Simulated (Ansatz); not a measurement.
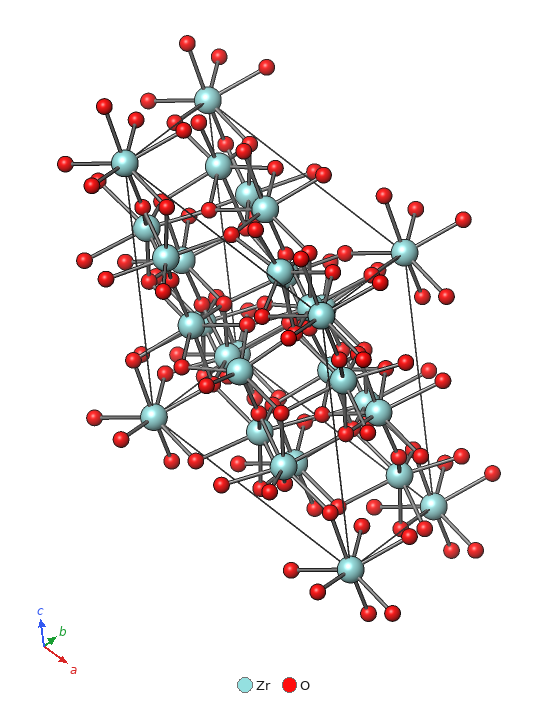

View slightly off an axis, drawn as a ball-and-stick model. The wireframe shows the simulation cell. Some neighbours outside the box are added. Cell: a = 8.510 Å, b = 8.510 Å, c = 9.517 Å, α = 108.29°, β = 110.91°, γ = 104.48°.

- The formula is Zr16O31.
- Space group: P1, with no symmetry beyond the lattice.
- In the cell are 16 Zr, 31 O, which makes 1 formula unit.
- The bonds build a three-dimensional framework.

Its origin is a structure listed in the Materials Project, repeated into a supercell with a point defect put in. The atoms were relaxed in a fixed cell with Ansatz, DFT PBEsol, scalar-relativistic, plane waves, PAW.
